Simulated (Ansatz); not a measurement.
Ta (slab)

Input file:

```
crystal:
  lattice:
    - [3.3187896405, 0.0, 0.0]
    - [0.0, 3.3187896405, 0.0]
    - [0.0, 0.0, 24.9563689214]
  atoms:
    - { symbol: Ta, position: [0.5, 0.5, 0.3005244883] }
    - { symbol: Ta, position: [0.0, 0.0, 0.3670163255] }
    - { symbol: Ta, position: [0.5, 0.5, 0.4335081628] }
    - { symbol: Ta, position: [0.0, 0.0, 0.5] }
    - { symbol: Ta, position: [0.5, 0.5, 0.5664918372] }
    - { symbol: Ta, position: [0.0, 0.0, 0.6329836745] }
    - { symbol: Ta, position: [0.5, 0.5, 0.6994755117] }
basis:
  ecutwfc: 420
kpoints:
  mp_grid: { grid: [10, 10, 1] }
hamiltonian:
  xc: pbe
scf:
  occupations: { method: gaussian, width: 0.1 }
output:
  forces: true
  stress: true
  eigenvalues: true
  write_density: true
  write_potential: true
  elf: true
  volumetric_format: npy
efield:
  axis: 3
  dipole_correction: true
  ramp_width: 0.04
```

Run with:

```sh
ansatz run input.yaml --threads 1 --pin off --max-ram 2560MiB --backend cpu --events-out ev --progress --plain --runs-dir out
```

Not relaxed (largest force 1.2 eV/Å); computed without spin polarisation.

All numbers below come from DFT PBE, scalar-relativistic, plane waves, PAW (Ansatz 0.2.0).

Predict the valence pseudo-density and electron localisation function between the atoms.

Answer. Ta–Ta (2.87 Å): ρ at the midpoint is about 0.31 e/Å³; the ELF is about 0.35 at the midpoint.

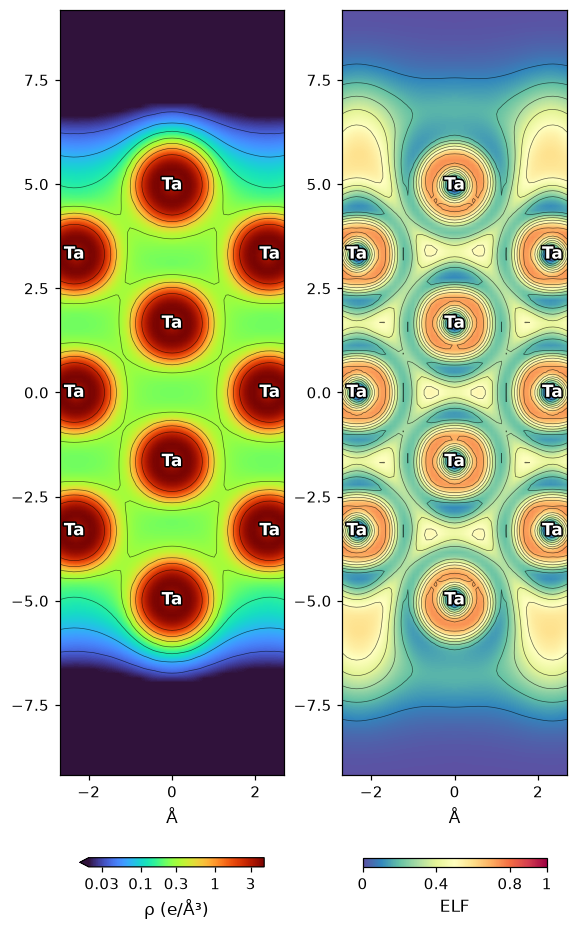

Computed valence pseudo-density and electron localisation function on the (110) plane of the calculation cell, a cut from vacuum to vacuum, in this order. 

In a PAW calculation such maps are meaningful between the atoms, not at the nuclei.
